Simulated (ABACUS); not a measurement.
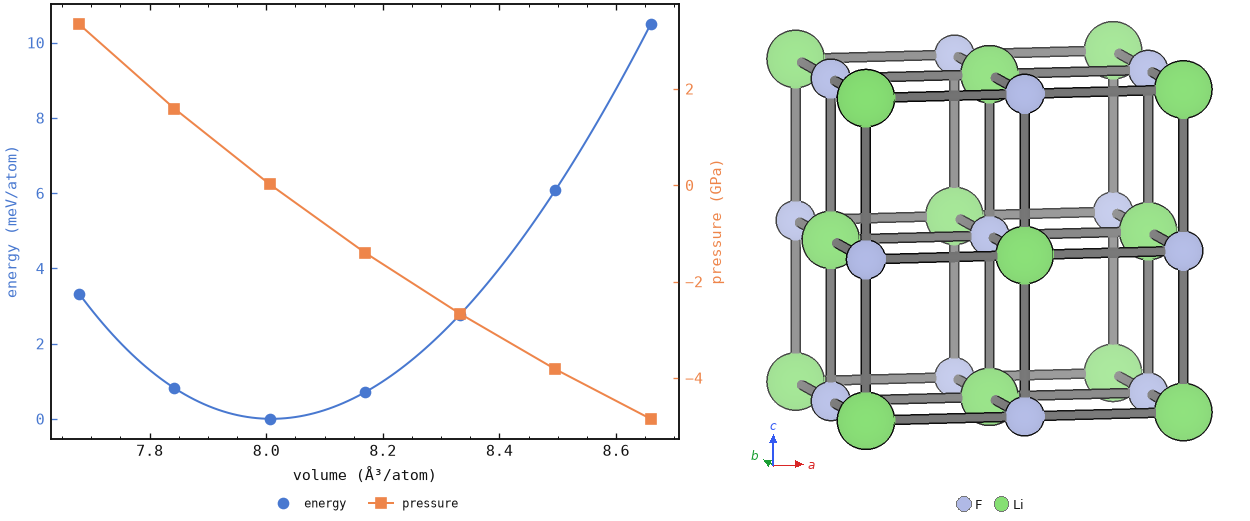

Plotted: energy and pressure against volume for LiF, space group Fm-3m (No. 225). The conventional cell is drawn beside the plot.

Cell as given: a = 2.848 Å, b = 2.848 Å, c = 2.848 Å, α = 60.00°, β = 60.00°, γ = 60.00°; 2 atoms.

How it was computed, with ABACUS 3.10.1: DFT in plane waves or numerical atomic orbitals with pseudopotentials, no spin polarisation; energies at scaled volumes of the given cell, shape and fractions fixed, counted from the fit's minimum, third-order Birch-Murnaghan fit. Level: PBEsol.

k mesh 11×11×11; occupations Fermi–Dirac; smearing width 0.05 eV; potentials PseudoDojo NC SR 0.4.1 PBEsol standard; wave cutoff 1143 eV; density cutoff 4572 eV; program settings basis pw.

The numbers behind the figure:

```csv
volume (Å³/atom),energy (meV/atom),pressure (GPa)
7.6790,3.33,3.34
7.8424,0.82,1.59
8.0058,0.00,0.02
8.1692,0.70,-1.40
8.3326,2.77,-2.67
8.4959,6.08,-3.82
8.6593,10.49,-4.85
```
